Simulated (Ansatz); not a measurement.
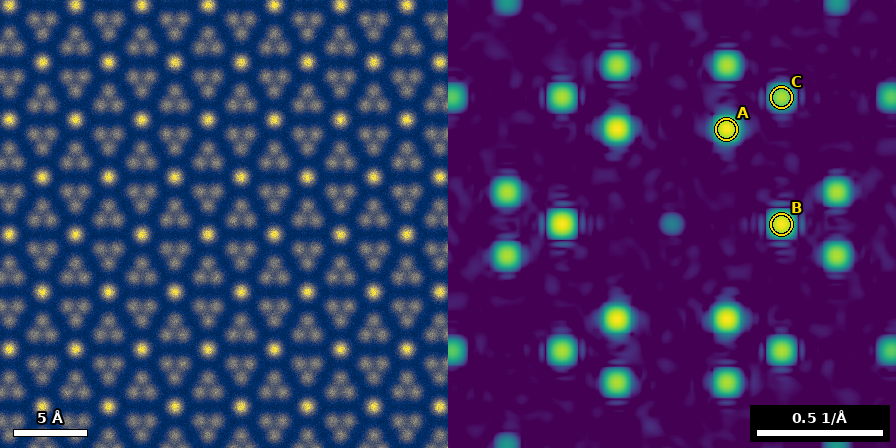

Z-contrast image of a crystal. Simulation: incoherent imaging, intensity Z^1.6 per atom, probe width 0.81 Å, thin sample. The probe carries 15 % of its weight in a tail 2.5 times as wide. Shot noise was added.

The right panel is the modulus of the image's Fourier transform on a logarithmic scale.

### Which lattice spacings do the marked spots stand for, and what angle do A and B enclose?

A: 2.3 Å, B: 2.3 Å, C: 1.5 Å; A and B enclose about 60°.

The crystal is Zr (Pm-3n, No. 223) along [111]; the spots are (-2 1 1), (-1 2 -1) and (-3 2 1). Structure used: coordinates from a relaxation with Ansatz, DFT, PBEsol, plane waves (420 eV) with PAW, scalar-relativistic; the starting structure was generated, so it need not be a known form of this composition.
